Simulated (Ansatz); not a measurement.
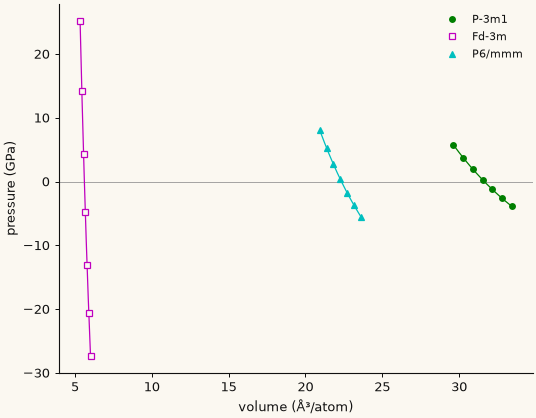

The figure shows the pressure against volume, with one curve for each structure, for C.

Calculation (Ansatz 0.2.0): all-electron LAPW DFT, no spin polarisation; energies at scaled volumes of the given cell, shape and fractions fixed, counted from the fit's minimum, third-order Birch-Murnaghan fit. Level: PBEsol.

- occupations: Fermi–Dirac
- smearing width: 0.05 eV
- potentials: all electron LAPW, scalar relativistic

Settings that differ: P-3m1: k mesh 12×12×2; Fd-3m: k mesh 13×13×13; P6/mmm: k mesh 12×12×3.

Question: Order the curves by fitted equilibrium volume, smallest first.

Answer: Fd-3m 5.611, P6/mmm 22.338, P-3m1 31.635 Å³/atom.

Question: Order the curves by fitted bulk modulus, smallest first.

Answer: P-3m1 78.0, P6/mmm 110.2, Fd-3m 450.3 GPa.

Question: For P-3m1: how does the pressure vary with volume?

Answer: It falls from 5.73 GPa at volume 29.63 Å³/atom to −3.87 GPa at 33.42 Å³/atom, and changes sign near 31.64 Å³/atom.

Question: For Fd-3m: how does the pressure vary with volume?

Answer: It falls from 25.24 GPa at volume 5.3315 Å³/atom to −27.39 GPa at 6.0122 Å³/atom, and changes sign near 5.61 Å³/atom.

Note: shape and atomic fractions are frozen while scaling, which makes layered, chain and framework solids too stiff.
